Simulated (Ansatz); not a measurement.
System: Pt.

Input file:

```
crystal:
  lattice:
    - [2.693160272, 0.0, 0.0]
    - [-1.346580136, 2.332345212, 0.0]
    - [0.0, 0.0, 4.5819302342]
  atoms:
    - { symbol: Pt, position: [0.6666666667, 0.3333333333, 0.75] }
    - { symbol: Pt, position: [0.3333333333, 0.6666666667, 0.25] }
basis:
  ecutwfc: 420
kpoints:
  mp_grid: { grid: [18, 18, 10] }
hamiltonian:
  xc: lda
scf:
  occupations: { method: fermi_dirac, width: 0.15 }
output:
  forces: true
  stress: true
  eigenvalues: true
  write_density: true
  write_potential: true
  elf: true
  volumetric_format: npy
relax:
  adjacent_minimum: "off"
  f_tol: 0.001
  max_steps: 60
  cell: { stress_tol: 0.02, p_target: 22.0 }
```

Run with:

```sh
ansatz run input.yaml --threads 1 --pin off --max-ram 3072MiB --backend cpu --events-out ev --progress --plain --runs-dir out
```

Below, planes, directions and counts refer to the conventional cell (a = 2.67 Å, b = 2.67 Å, c = 4.53 Å, α = 90.00°, β = 90.00°, γ = 120.00°).

The fields are those of the relaxed geometry.

Space group P6₃/mmc; a structure from a database of computed crystals, not necessarily the ambient phase; computed pressure about 22 GPa in this cell.

Level of theory: DFT LDA, scalar-relativistic, plane waves, PAW in Ansatz.

Predict the valence pseudo-density and electron localisation function between the atoms.

Answer. Pt–Pt (2.67 Å): ρ at the midpoint is about 0.46 e/Å³; the ELF is about 0.30 at the midpoint (no shared electron pair shows on this line).

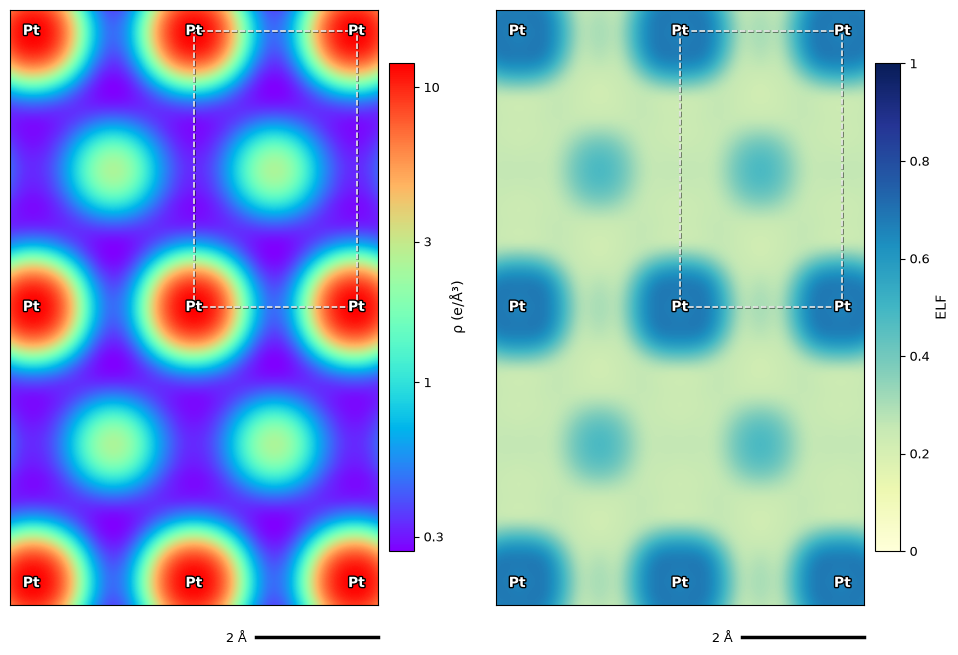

Computed valence pseudo-density and electron localisation function on the (010) plane of the conventional cell, in this order. Atoms just off the plane (Pt, 0.8 Å away) can leave unmarked features too.

Core electrons are frozen (PAW), and the valence fields are smoothed inside the atomic spheres.
